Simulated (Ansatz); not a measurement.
Input file:

```
crystal:
  lattice:
    - [3.683108822, 0.0, 0.0]
    - [0.0, 3.683108822, 0.0]
    - [0.0, 0.0, 5.153252417]
  atoms:
    - { symbol: Sn, position: [0.0, 0.5, 0.2385] }
    - { symbol: Sn, position: [0.5, 0.0, 0.7615] }
    - { symbol: O, position: [0.0, 0.0, 0.0] }
    - { symbol: O, position: [0.5, 0.5, 0.0] }
basis:
  ecutwfc: 420
kpoints:
  mp_grid: { grid: [14, 14, 12] }
hamiltonian:
  xc: pbe
scf:
  occupations: { method: gaussian, width: 0.15 }
output:
  forces: true
  stress: true
  eigenvalues: true
  write_density: true
  write_potential: true
  elf: true
  volumetric_format: npy
```

Launched as:

```sh
ansatz run input.yaml --threads 1 --pin off --max-ram 2560MiB --backend cpu --events-out ev --progress --plain --runs-dir out
```

Below, planes, directions and counts refer to the conventional cell (a = 3.68 Å, b = 3.68 Å, c = 5.15 Å, α = 90.00°, β = 90.00°, γ = 90.00°).

Space group P4/nmm; computed pressure about 5 GPa in this cell.

Method: Ansatz, DFT PBE, scalar-relativistic, plane waves, PAW.

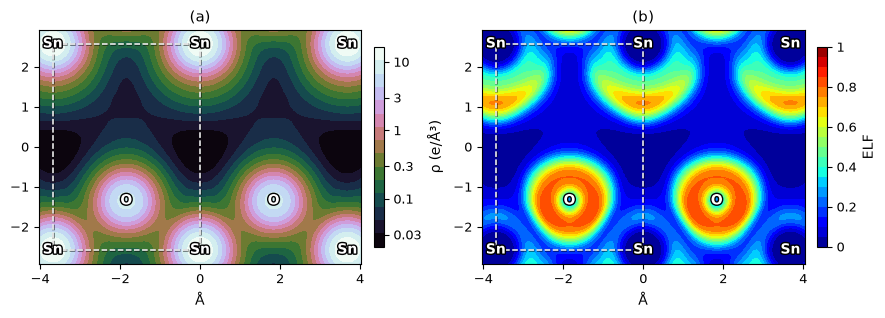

SnO. (a) valence charge density (pseudo); (b) electron localisation function on the (100) plane of the conventional cell.

**Describe what can be read from this map.**

- Atoms in the plane: Sn and O.
- Sn–O (2.21 Å): the density is about 0.48 e/Å³ at the midpoint; the ELF peaks at about 0.85 in the valence shell of O, 0.6 Å from its nucleus, and is about 0.20 at the midpoint; no shared electron pair shows on this line.
- Between the atoms the lowest density in this plane is 0.02 e/Å³.

**Does the calculation make it a metal, or give it a gap?**

It is gapless in this calculation (a metal or semimetal).
